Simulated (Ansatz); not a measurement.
**Ge: geometry relaxation (part 1 of 2)**

System: Ge (Ia-3, 8 atoms in the cell).
Method: DFT PBEsol, scalar-relativistic, plane waves, PAW, no spin polarisation (Ansatz 0.2.0).

The structure derives from a Materials Project entry. Figures and captions count atoms from 1; the log counts them from 0 in places.

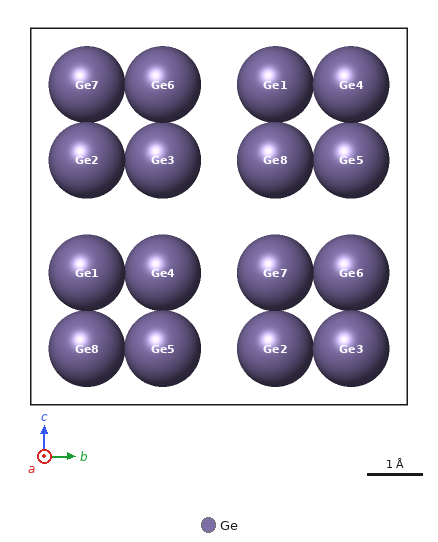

**Figure 1.** The starting structure (spheres-only view of the cell 2 times as large as that of the calculation, set on its symmetry axes, along the a axis; atoms are numbered from 1 in the order of the input). An atom can appear more than once, as a periodic image.

### The input
```yaml
crystal:
  lattice:
    - [-3.48417028, 3.48417028, 3.48417028]
    - [3.48417028, -3.48417028, 3.48417028]
    - [3.48417028, 3.48417028, -3.48417028]
  atoms:
    - { symbol: Ge, position: [0.5, 0.0, 0.79889908] }
    - { symbol: Ge, position: [0.79889908, 0.5, 0.0] }
    - { symbol: Ge, position: [0.0, 0.79889908, 0.5] }
    - { symbol: Ge, position: [0.70110092, 0.70110092, 0.70110092] }
    - { symbol: Ge, position: [0.5, 0.0, 0.20110092] }
    - { symbol: Ge, position: [0.20110092, 0.5, 0.0] }
    - { symbol: Ge, position: [0.0, 0.20110092, 0.5] }
    - { symbol: Ge, position: [0.29889908, 0.29889908, 0.29889908] }
basis:
  ecutwfc: 420
kpoints:
  mp_grid: { grid: [8, 8, 8] }
hamiltonian:
  xc: pbesol
scf:
  occupations: { method: gaussian, width: 0.1 }
output:
  forces: true
  stress: true
  eigenvalues: true
relax:
  adjacent_minimum: "off"
  f_tol: 0.005
  max_steps: 80
  cell: { stress_tol: 0.05 }
```

Run as:
```bash
ansatz run input.yaml --threads 2 --pin off --max-ram 5120MiB --backend cpu --events-out ev --progress --plain --runs-dir out
```

### Output
```
Engine: ansatz 0.2.0, aarch64-unknown-linux-gnu
Pseudopotentials: kind: paw
Pseudopotential: Ge, paw, valence charge 14, recommended cutoff 420 eV (normal), Ge.paw.azcp
Functional definition: PBEsol
  exchange = pbesol_x
  correlation = pbesol_c
Crystal: 8 atoms, lattice volume = 169.184 Å³
Basis set: ecut = 420 eV, 3319 PW (Γ), exchange–correlation on 90×90×90 points (8 copies of the dense FFT grid, shifted against one another)
Bands: 68, of which v1, the nominal top of the filled ones, is band 56 counted from 1 (55 counted from 0)
Symmetry: 24 space group operations
Space group: Ia-3 (ITA 206), of the structure as read, at distance tolerance 5.5e-5 Å
k-points: 35 of 512
Non-local potential: Ge, projectors of the file, l = 0: 2, l = 1: 2, l = 2: 3, l = 3: 1
PAW form: soft (Blöchl's): semilocal exchange-correlation on the pseudo side does not see the compensation charge
PAW frozen core: Ge, regenerated for the run's functional, and the local potential with it (the file was generated under x = pbe(κ = 0.804, μ = 0.2195149727645171), c = pbe(β = 0.06672455060314922))
PAW one-centre angular grid: Ge, 590 points (default); XC on 64 Gauss nodes
Initial density: superposition of atomic densities (neutral atoms: chi_scale 0, normalization atom), corrected by the library's trained network
Initial wavefunctions: pseudopotential atomic-orbital guess
Functional: x = pbesol(κ = 0.804, μ = 0.12345679012345678), c = pbesol(β = 0.046)
SCF iter   1: F=—  HF=-34027.046181 eV  |F-HF|=—  |Δ(HF+E_count)|=         —  Δρ=2.13e-3  dr2=6.61e-3  ethr=1.77e-3  ⟨swp⟩=5.7  Hψ=8302  notcnv=0  defer=13
preconditioner: auto → Kerker (q_TF=auto, 2.547 Å⁻¹)  [metal: Δε(μ)=0.039 eV  Ē_g=22.441 eV  σ=0.100 eV  W_gap=0.22  n_scr=42 (ndim 8)  ℏωp=30.2 eV  f_vac=0.000  D(μ)=1.09/eV (n_scr^D=0)]
SCF iter   2: F=—  HF=-34027.040309 eV  |F-HF|=—  |Δ(HF+E_count)|=   5.87e-3  Δρ=1.50e-3  dr2=3.24e-3  ethr=5.90e-6  ⟨swp⟩=2.2  Hψ=4729  notcnv=0  defer=26
SCF iter   3: F=—  HF=-34027.040572 eV  |F-HF|=—  |Δ(HF+E_count)|=   2.63e-4  Δρ=8.69e-4  dr2=4.84e-4  ethr=2.89e-6  ⟨swp⟩=2.0  Hψ=4196  notcnv=0  defer=26
SCF iter   4: F=—  HF=-34027.039735 eV  |F-HF|=—  |Δ(HF+E_count)|=   8.37e-4  Δρ=2.77e-4  dr2=8.01e-5  ethr=4.32e-7  ⟨swp⟩=2.0  Hψ=4195  notcnv=0  defer=26
SCF iter   5: F=—  HF=-34027.039779 eV  |F-HF|=—  |Δ(HF+E_count)|=   4.37e-5  Δρ=1.68e-4  dr2=2.12e-5  ethr=7.16e-8  ⟨swp⟩=1.0  Hψ=2236  notcnv=0  defer=26
SCF iter   6: F=—  HF=-34027.039768 eV  |F-HF|=—  |Δ(HF+E_count)|=   1.06e-5  Δρ=2.85e-5  dr2=6.60e-7  ethr=1.89e-8  ⟨swp⟩=2.0  Hψ=3636  notcnv=0  defer=26
SCF iter   7: F=-34027.039767 eV  HF=-34027.039767 eV  |F-HF|=2.18e-9  |Δ(HF+E_count)|=   5.04e-7  Δρ=2.80e-6  dr2=7.46e-9  ethr=8.93e-11  ⟨swp⟩=6.4  Hψ=10257  notcnv=0
SCF 1 converged in 7 iterations: F = -34027.039767 eV  dr2 = 7.46e-9
  greatest PAW one-centre occupation: 0.998 electrons in one spin orbital (limit 2), on the Ge atom at site 6 (counted from 0), in its partial waves of l = 2
relax step   1: F+E_penalty+E_count = -34027.03976741 eV  Δ(F+E_penalty+E_count) = +0.000e0 eV  max|allowed force component| = 1.213e-1 eV/Å  Δτ_max = 0.0000 Å  P = -0.428 GPa  Ω = 169.184 Å³  (7 SCF iters, dr2 threshold 1.00e-7 eV, accepted)
Crystal: 8 atoms, lattice volume = 167.204 Å³
Initial density: handed on by an earlier stage of this run
Initial wavefunctions: those handed on with the density
iter 1 solved again at ethr=7.18e-7 eV; its pass at ethr=3.10e-3 eV (dr2=8.04e-4 eV) is discarded
SCF iter   1: F=—  HF=-34027.057143 eV  |F-HF|=—  |Δ(HF+E_count)|=         —  Δρ=1.04e-3  dr2=7.66e-4  ethr=7.18e-7  ⟨swp⟩=2.0  Hψ=10260  notcnv=0
preconditioner: auto → Resta (q_TF=auto, 2.552 Å⁻¹)  ε∞=2.8  [insulator: Δε(μ)=0.114 eV  Ē_g=22.510 eV  σ=0.100 eV  W_gap=0.51  n_scr=42 (ndim 8)  ℏωp=30.4 eV  f_vac=0.000  D(μ)=1.03/eV (n_scr^D=0)  ε∞_Penn≈2.8]
SCF iter   2: F=—  HF=-34027.057125 eV  |F-HF|=—  |Δ(HF+E_count)|=   1.79e-5  Δρ=5.52e-4  dr2=2.18e-4  ethr=6.84e-7  ⟨swp⟩=1.0  Hψ=2380  notcnv=0
SCF iter   3: F=—  HF=-34027.057126 eV  |F-HF|=—  |Δ(HF+E_count)|=   1.56e-6  Δρ=4.37e-5  dr2=2.39e-6  ethr=1.94e-7  ⟨swp⟩=2.9  Hψ=4229  notcnv=0
SCF iter   4: F=-34027.057126 eV  HF=-34027.057126 eV  |F-HF|=3.24e-7  |Δ(HF+E_count)|=   2.44e-7  Δρ=1.04e-5  dr2=1.38e-7  ethr=7.14e-10  ⟨swp⟩=6.0  Hψ=8874  notcnv=0
SCF 2 converged in 4 iterations: F = -34027.057126 eV  dr2 = 1.38e-7
  greatest PAW one-centre occupation: 0.998 electrons in one spin orbital (limit 2), on the Ge atom at site 7 (counted from 0), in its partial waves of l = 2
relax step   2: F+E_penalty+E_count = -34027.05712616 eV  Δ(F+E_penalty+E_count) = -1.736e-2 eV  max|allowed force component| = 3.626e-2 eV/Å  Δτ_max = 0.0136 Å  P = +0.051 GPa  Ω = 167.204 Å³  energy of the carried Pulay correction = +3.284e-4 eV  (4 SCF iters, dr2 threshold 8.00e-7 eV, accepted)
Crystal: 8 atoms, lattice volume = 167.079 Å³
iter 1 solved again at ethr=1.24e-7 eV; its pass at ethr=3.10e-3 eV (dr2=1.39e-4 eV) is discarded
SCF iter   1: F=—  HF=-34027.058385 eV  |F-HF|=—  |Δ(HF+E_count)|=         —  Δρ=3.89e-4  dr2=1.43e-4  ethr=1.24e-7  ⟨swp⟩=2.0  Hψ=8684  notcnv=0
preconditioner: auto → Resta (q_TF=auto, 2.552 Å⁻¹)  ε∞=2.8  [insulator: Δε(μ)=0.131 eV  Ē_g=22.510 eV  σ=0.100 eV  W_gap=0.53  n_scr=42 (ndim 8)  ℏωp=30.4 eV  f_vac=0.000  D(μ)=1.02/eV (n_scr^D=0)  ε∞_Penn≈2.8]
SCF iter   2: F=—  HF=-34027.058371 eV  |F-HF|=—  |Δ(HF+E_count)|=   1.48e-5  Δρ=1.99e-4  dr2=3.52e-5  ethr=1.24e-7  ⟨swp⟩=1.6  Hψ=2407  notcnv=0
SCF iter   3: F=—  HF=-34027.058399 eV  |F-HF|=—  |Δ(HF+E_count)|=   2.82e-5  Δρ=2.38e-5  dr2=6.23e-7  ethr=3.14e-8  ⟨swp⟩=3.0  Hψ=4369  notcnv=0
SCF iter   4: F=—  HF=-34027.058399 eV  |F-HF|=—  |Δ(HF+E_count)|=   5.96e-8  Δρ=9.67e-6  dr2=1.01e-7  ethr=7.34e-11  ⟨swp⟩=5.3  Hψ=10025  notcnv=0
SCF iter   5: F=-34027.058399 eV  HF=-34027.058399 eV  |F-HF|=1.32e-9  |Δ(HF+E_count)|=   1.64e-7  Δρ=1.81e-6  dr2=6.09e-9  ethr=7.34e-11  ⟨swp⟩=4.0  Hψ=7003  notcnv=0
SCF 3 converged in 5 iterations: F = -34027.058399 eV  dr2 = 6.09e-9
  greatest PAW one-centre occupation: 0.998 electrons in one spin orbital (limit 2), on the Ge atom at site 4 (counted from 0), in its partial waves of l = 2
relax step   3: F+E_penalty+E_count = -34027.05839876 eV  Δ(F+E_penalty+E_count) = -1.273e-3 eV  max|allowed force component| = 1.430e-3 eV/Å  Δτ_max = 0.0049 Å  P = -0.014 GPa  Ω = 167.079 Å³  energy of the carried Pulay correction = +3.492e-4 eV  (5 SCF iters, dr2 threshold 8.22e-8 eV, accepted)
Initial wavefunctions: pseudopotential atomic-orbital guess (no wavefunctions were taken with the density)
iter 1 solved again at ethr=2.17e-7 eV; its pass at ethr=3.10e-3 eV (dr2=2.43e-4 eV) is discarded
SCF iter   1: F=—  HF=-34027.058006 eV  |F-HF|=—  |Δ(HF+E_count)|=         —  Δρ=7.79e-6  dr2=3.11e-8  ethr=2.17e-7  ⟨swp⟩=2.0  Hψ=13218  notcnv=0
eigensolver tolerance schedule: the retry pair's looser diagonalisation over-reported the residual by 7810.07 of it (diagonalisation noise at 1.21 of the residual, at the tolerance the schedule requests for it); recorded, not acted on — ethr = c·dr2/N_el stays at c = 1.0e-1
preconditioner: auto → Resta (q_TF=auto, 2.552 Å⁻¹)  ε∞=2.8  [insulator: Δε(μ)=0.129 eV  Ē_g=22.510 eV  σ=0.100 eV  W_gap=0.53  n_scr=42 (ndim 8)  ℏωp=30.4 eV  f_vac=0.000  D(μ)=1.02/eV (n_scr^D=0)  ε∞_Penn≈2.8]
SCF iter   2: F=—  HF=-34027.058044 eV  |F-HF|=—  |Δ(HF+E_count)|=   3.76e-5  Δρ=5.98e-6  dr2=2.74e-8  ethr=2.78e-11  ⟨swp⟩=3.0  Hψ=6090  notcnv=0
SCF iter   3: F=—  HF=-34027.058044 eV  |F-HF|=—  |Δ(HF+E_count)|=   8.51e-9  Δρ=1.71e-6  dr2=2.24e-9  ethr=2.44e-11  ⟨swp⟩=1.9  Hψ=2654  notcnv=0
SCF iter   4: F=—  HF=-34027.058044 eV  |F-HF|=—  |Δ(HF+E_count)|=  8.22e-10  Δρ=2.62e-7  dr2=5.82e-11  ethr=1.00e-12  ⟨swp⟩=3.5  Hψ=8109  notcnv=0
SCF iter   5: F=-34027.058044 eV  HF=-34027.058044 eV  |F-HF|=0.00e0  |Δ(HF+E_count)|=  5.82e-11  Δρ=1.02e-7  dr2=6.76e-12  ethr=1.00e-12  ⟨swp⟩=4.0  Hψ=6866  notcnv=0
SCF 4 converged in 5 iterations: F = -34027.058044 eV  dr2 = 6.76e-12
relax step   4: F+E_penalty+E_count = -34027.05804393 eV  Δ(F+E_penalty+E_count) = +3.548e-4 eV  max|allowed force component| = 1.438e-3 eV/Å  Δτ_max = 0.0000 Å  P = -0.013 GPa  Ω = 167.079 Å³  stress off target by 1.31e-2 GPa  SCF on the basis re-selected at this cell (its energy is not comparable with the rows above)  (5 SCF iters)
```

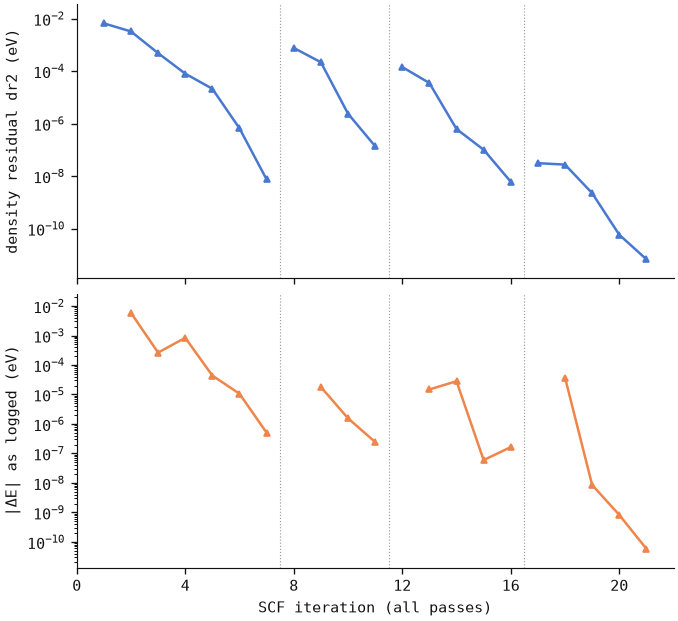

**Figure 2.** Convergence of the self-consistent field: density residual dr2 and size of the energy change against the SCF iteration. The dotted lines part the SCF passes of the relaxation: geometry steps, rejected trials and re-solves on a re-selected basis. The passes take 7, 4, 5 and 5 iterations.

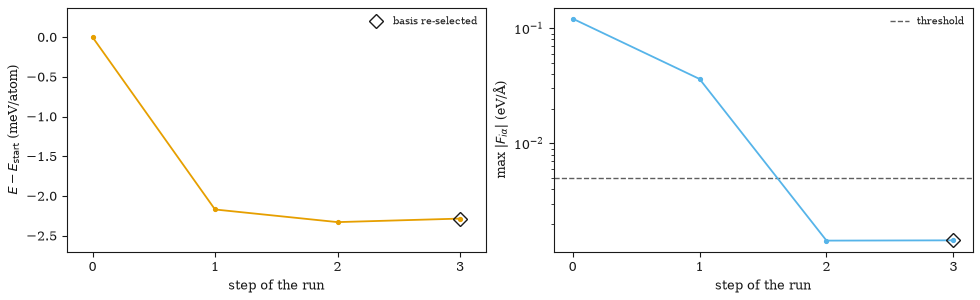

**Figure 3.** Progress of the relaxation, step by step (the first geometry is step 0 here and step 1 in the log).

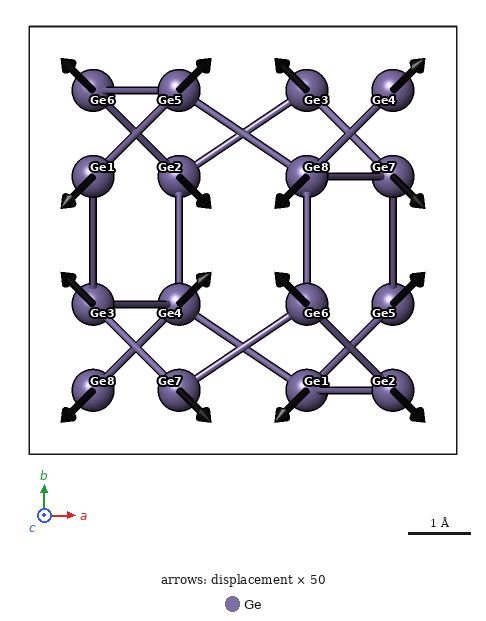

**Figure 4.** The starting structure with the displacements (without the part carried along by the change of the cell) as black arrows, magnified 50 times (ball-and-stick view of the cell 2 times as large as that of the calculation, set on its symmetry axes, along the c axis). The energy falls by 2.3 meV per atom in 2 geometry steps. The largest force component goes from 0.12 to 0.0014 eV/Å. The pressure goes from −0.43 to −0.01 GPa. The largest moves relative to the cell, 0.018 Å, are those of 8 atoms (Ge1, Ge2, Ge3, Ge4 and others). The volume changes by −1.2 %, with a = b = c 6.968 → 6.939 Å (−0.4 %). Among the contacts that change: Ge1–Ge5 2.427 → 2.454 Å, Ge1–Ge2 2.510 → 2.494 Å. The space group stays Ia-3 (No. 206). A last SCF at the same geometry on a re-selected plane-wave basis shifts the energy by +0.0 meV per atom. (Atoms are counted from 1 in the order of the input.)
